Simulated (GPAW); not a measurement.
## SiC (F-43m): refractive index against wavelength

The refractive index of SiC (F-43m) below the direct gap (4.55 eV on the mesh) is read from one computed spectrum, n = √(Re ε).

Cell: a, b, c = 3.082, 3.082, 3.082 Å (primitive vectors), 2 atoms.

Method: GPAW 26.7.0, revPBE, RPA, k-mesh 16×16×16, local fields up to 80 eV, Lorentzian half width 0.15 eV.

Launch of the response step: `OMP_NUM_THREADS=1 python df.py`. The run took 27 s, its band step included, on 1 thread of Arm Neoverse V1 (shared host).

| wavelength (nm) | photon energy E (eV) | n |
| --- | --- | --- |
| 1064 | 1.165 | 2.5967 |
| 850 | 1.459 | 2.6130 |
| 700 | 1.771 | 2.6351 |
| 633 | 1.959 | 2.6510 |
| 532 | 2.331 | 2.6890 |
| 450 | 2.755 | ? |
| 405 | 3.061 | 2.7961 |

In the single-oscillator model n² − 1 = E₀E_d/(E₀² − E²), so 1/(n² − 1) = E₀/E_d − E²/(E₀E_d) is linear in E².

Working, on the rows shown:

| x = E² (eV²) | y = 1/(n² − 1) |
| --- | --- |
| 1.35784 | 0.17413 |
| 2.12762 | 0.171592 |
| 3.13716 | 0.168244 |
| 3.83641 | 0.165898 |
| 5.43137 | 0.160495 |
| 9.37179 | 0.146667 |

Means: x̄ = 4.2104, ȳ = 0.1645. Σ(x − x̄)(y − ȳ) = -0.1437, Σ(x − x̄)² = 41.9. Slope = -0.1437 / 41.9 = -0.00343; intercept = ȳ − slope · x̄ = 0.17895. Turned back into n, the line misses the rows shown by at most 0.0013.

Q: Fill in the last column of the withheld row.

A: At x = 7.5912 the line gives y = 0.15291, that is 2.7459. The run gave 2.7451, so the interpolation is off by 0.00079, 0.4 % of the range in the table.

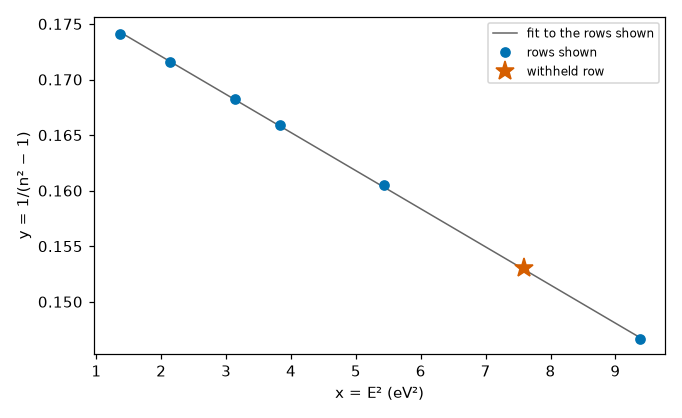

Refitted with all rows, the slope is -0.003424 and the intercept 0.17893. These give E₀ = √(intercept/−slope) = 7.23 eV and E_d = E₀/intercept = 40.4 eV; E₀ is 1.6 times the direct gap. The electronic limit at long wavelengths, without lattice vibrations, is n = √(1 + 1/intercept) = 2.567. Excitons are left out; revPBE gaps are as a rule too small. The values come from a sum over the points of one k-mesh and carry its error, which grows as the direct gap shrinks.
